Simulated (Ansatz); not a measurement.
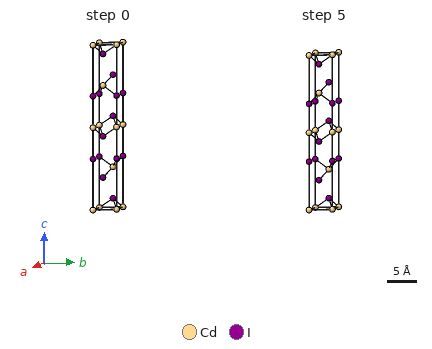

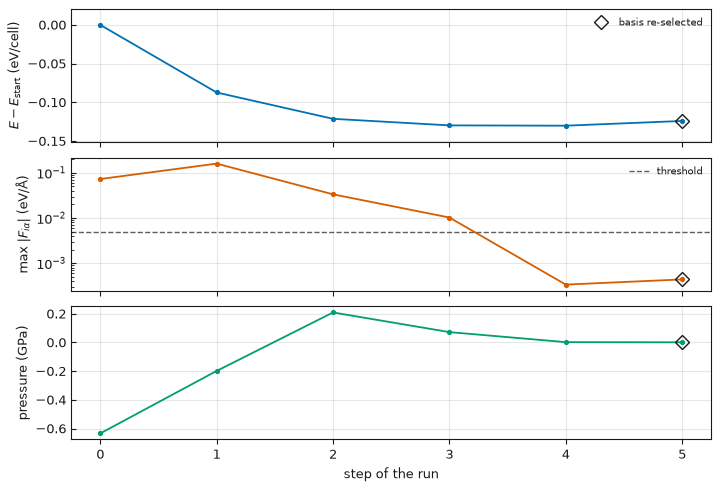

First and last geometry of a relaxation of a crystal of CdI2 (built on the database structure type), with the history of the run. A ball-and-stick model of the cell of the calculation, seen slightly off an axis.

Level of theory: DFT, PBE-D3(BJ), plane waves, PAW in Ansatz 0.2.0.

Input file:
```yaml
crystal:
  lattice:
    - [4.2862280072, 0.0, 0.0]
    - [-2.1431140036, 3.7119823406, 0.0]
    - [0.0, 0.0, 29.10699078]
  atoms:
    - { symbol: Cd, position: [0.0, 0.0, 0.0] }
    - { symbol: Cd, position: [0.66666667, 0.33333333, 0.74994659] }
    - { symbol: Cd, position: [0.33333333, 0.66666667, 0.25005341] }
    - { symbol: Cd, position: [0.0, 0.0, 0.5] }
    - { symbol: I, position: [0.0, 0.0, 0.30916941] }
    - { symbol: I, position: [0.66666667, 0.33333333, 0.44109754] }
    - { symbol: I, position: [0.0, 0.0, 0.69083059] }
    - { symbol: I, position: [0.33333333, 0.66666667, 0.55890246] }
    - { symbol: I, position: [0.33333333, 0.66666667, 0.80913364] }
    - { symbol: I, position: [0.66666667, 0.33333333, 0.94110254] }
    - { symbol: I, position: [0.66666667, 0.33333333, 0.19086636] }
    - { symbol: I, position: [0.33333333, 0.66666667, 0.05889746] }
kpoints:
  mp_grid: { grid: [6, 6, 2] }
hamiltonian:
  xc: pbe
  dispersion: d3bj
scf:
  occupations: { method: fermi_dirac, width: 0.02 }
relax:
  f_tol: 0.005
  cell: {}
```

### Read the history and describe the run.

It converged. The largest moves relative to the cell, 0.12 Å, are those of I6, I8, I10 and I12. I10 goes along −c. Cd stays in place. The drawn cell changes as follows: a = b 4.286 → 4.242 Å (−1.0 %), c 29.107 → 27.311 Å (−6.2 %); the volume changes by −8.1 %. Some distances before and after: Cd2–I9 3.015 → 2.999 Å, Cd1–I10 3.010 → 2.999 Å. The space group stays P-3m1 (No. 164). After 4 accepted moves (5 points after the start) the energy has fallen by 0.124 eV per cell of the calculation. Largest force component: 0.073 eV/Å at the start, 0.00044 eV/Å at the end. Pressure: −0.63 GPa at the start and 0.00 GPa at the end. At 1 point the geometry stayed and the basis and grid were re-selected for the new cell (energy shift of 6.1 meV per cell of the calculation at most each time).
